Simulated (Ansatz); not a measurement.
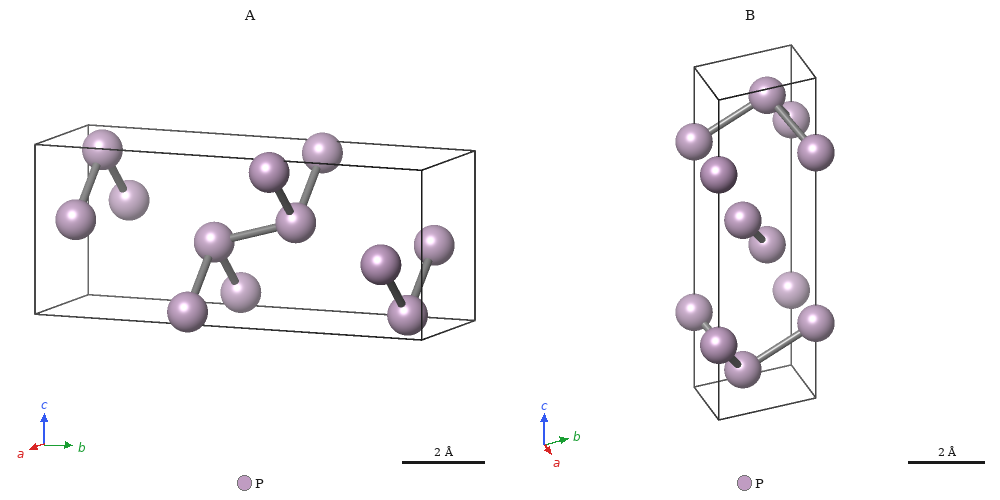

Two structures of P, each relaxed (cell and atoms) at zero pressure; conventional cells in solid outline, small ones repeated, each panel with its own scale. Alike in all runs: Ansatz 0.2.0; functional PBEsol; potentials Ansatz PAW; cutoff 420 eV; occupations fermi-dirac, width 0.05 eV; no spin polarisation; no spin-orbit coupling. The k meshes have like spacings.

Name the structure in each panel.

Answer. A: 8 atoms a cell on a base-centred orthorhombic lattice, Cmce; B: α-arsenic (A7) type, R-3m.

Rank them by energy, lowest first.

Answer. B, then A (+41 meV/atom), static energies at zero smearing.

Collect the results in a table.

Answer.
| panel | space group | E − E(lowest) (meV/atom) | volume (Å³/atom) |
| --- | --- | --- | --- |
| B | R-3m | 0 | 15.1 |
| A | Cmce | 41 | 17.9 |

At room conditions P is orthorhombic, which this level doesn't put lowest.

The starts are database entries or structure types tried for this composition, and the most stable form need not be among them. Approximate functionals can misorder forms that lie within a few tens of meV/atom, as they do the rutile and anatase forms of TiO₂.

Caveat: the plane-wave basis is chosen anew once the cell has moved, so the energies of steps on either side of that aren't comparable.
